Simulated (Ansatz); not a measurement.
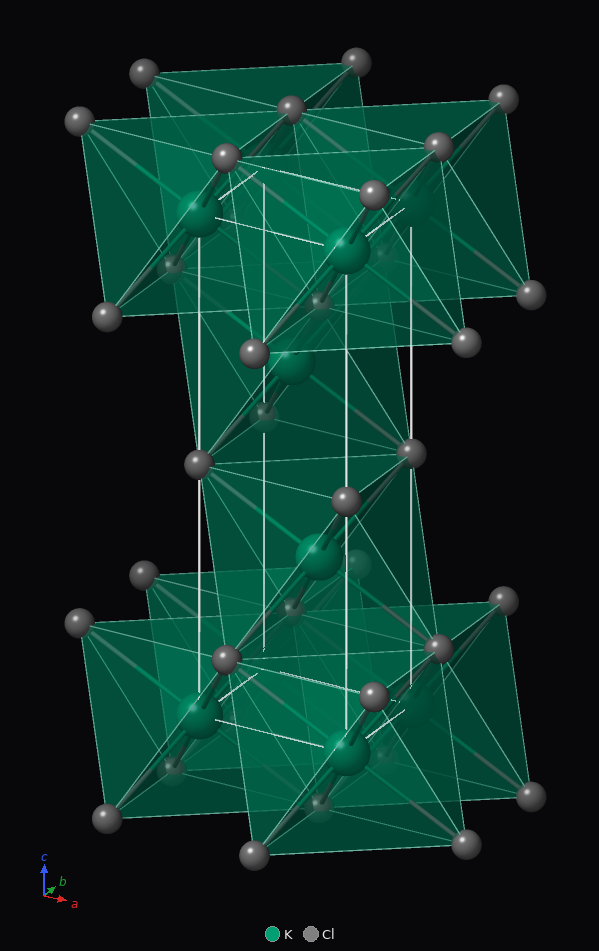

Drawn in the polyhedral manner and seen slightly off an axis. Thin lines show the conventional unit cell, with boundary atoms drawn in all their periodic places. Some neighbours outside the box are added.

KCl, space group R-3m (No. 166), a = 4.447 Å, b = 4.447 Å, c = 10.555 Å, α = 90.00°, β = 90.00°, γ = 120.00°. Its origin is a structure type filled with these elements by a generator (whether the compound takes this form wasn't checked). The cell was then strained or its atoms displaced on purpose. It went into a calculation with Ansatz.

This one geometry was computed with Ansatz (DFT, plane waves, PAW) at three levels of theory: r2SCAN, HSE06 and PBE. It was relaxed with r2SCAN and then strained.

Q: How does the band gap change with the level of theory?

A: PBE: a gap of 5.26 eV, direct; r2SCAN: a gap of 5.90 eV, direct; HSE06: a gap of 6.58 eV, direct.

Q: Collect the results in a table.

A:
| level | cutoff (eV) | k-mesh of the run's cell | gap (eV) | pressure (GPa) |
| --- | --- | --- | --- | --- |
| r2SCAN | 500 | 8×8×8 | 5.90 | 0.7 |
| HSE06 | 420 | 6×6×6 | 6.58 | 1.1 |
| PBE | 420 | 8×8×8 | 5.26 | 1.5 |

Gaps are taken on the k-mesh or band path of each run.
